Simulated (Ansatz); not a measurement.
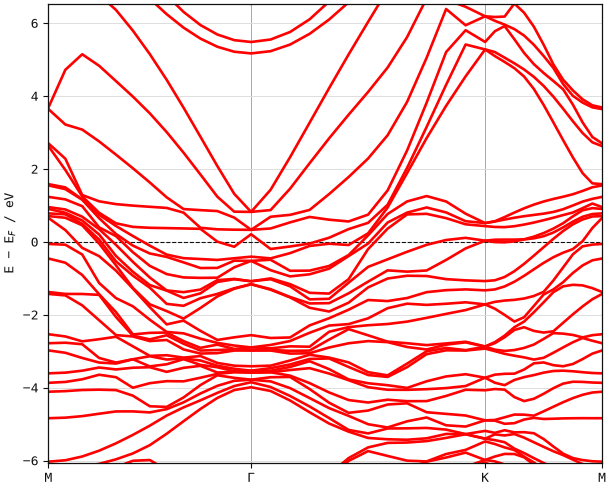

Band structure. Energies are counted from the Fermi level.

System: a (111) slab cut from Ir (Fm-3m), 5 atoms in the cell.

```
Ir
1.0
     2.73697    0.00000    0.00000
    -1.36848    2.37028    0.00000
     0.00000    0.00000   23.93890
Ir
5
Direct
  0.66667 0.33333 0.31556
  0.33333 0.66667 0.40689
  0.00000 0.00000 0.50000
  0.66667 0.33333 0.59311
  0.33333 0.66667 0.68444
```

Computed with Ansatz 0.2.0: DFT PBE, scalar-relativistic, plane waves, PAW, no spin polarisation, 15×15×1 k mesh, 420 eV cutoff, Gaussian smearing of 0.1 eV.

Question: Metal, semiconductor or insulator?

Answer: A metal: 9 bands cross the Fermi level along this path.

Question: Which levels at Γ lie nearest to the Fermi level?

Answer: At Γ the nearest levels lie 0.41 eV below and 0.21 eV above the Fermi level.

Question: On which lines of the path do bands cross the Fermi level?

Answer: Bands cross the Fermi level on every line of the path.

Spin-orbit coupling is left out, which matters for Ir.
